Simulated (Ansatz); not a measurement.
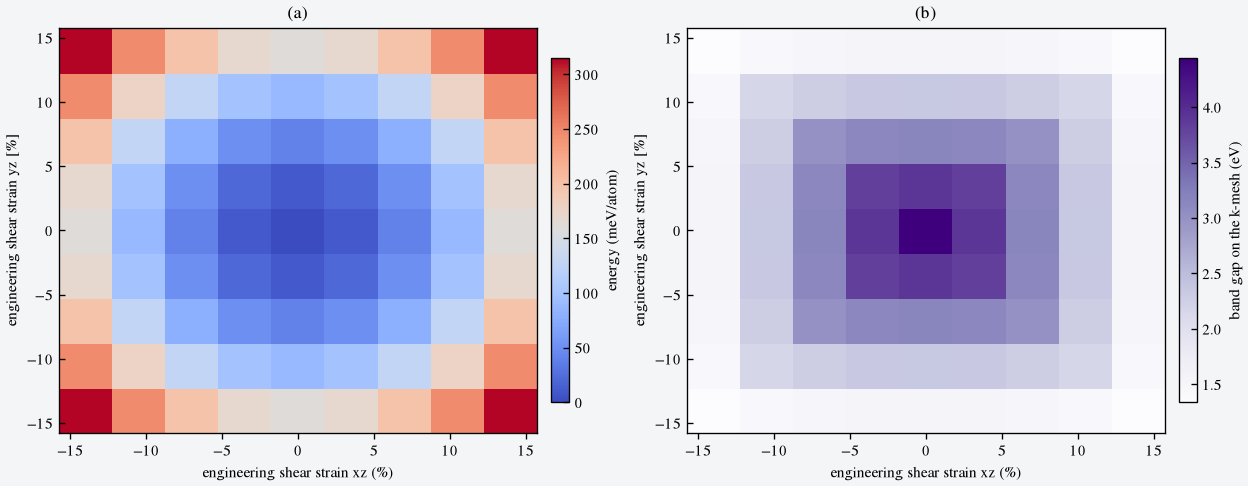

AlN (Fm-3m, No. 225; 2 atoms in the cell). The energy is mapped over two homogeneous strains (x, y and z along the cube axes). First axis: engineering shear strain xz. Second axis: engineering shear strain yz. Nothing is relaxed (symmetry fixes all fractional coordinates). The grid has 9 × 9 points; 15 points were computed and 66 follow by symmetry. Points are written as (first, second). Energies are in meV/atom, from the lowest grid point. All numbers below come from DFT PBE, scalar-relativistic, plane waves, PAW (Ansatz 0.2.0). Settings: cutoff 520 eV, k-mesh 10×10×10, gaussian smearing 0.05 eV, no spin polarisation.

Panel (a) is the energy and panel (b) the computed band gap on the k-mesh on the same grid.

Drawn: one coloured cell a grid point.

Question: How does the band gap on the k-mesh vary over the map, and what is it at the lowest grid point?

Answer: It runs from 1.34 eV at (−14.0 %, −14.0 %) to 4.44 eV at (0.0 %, 0.0 %). At the lowest grid point, (0.0 %, 0.0 %), it is 4.44 eV.

PAW datasets: the set soft_1.
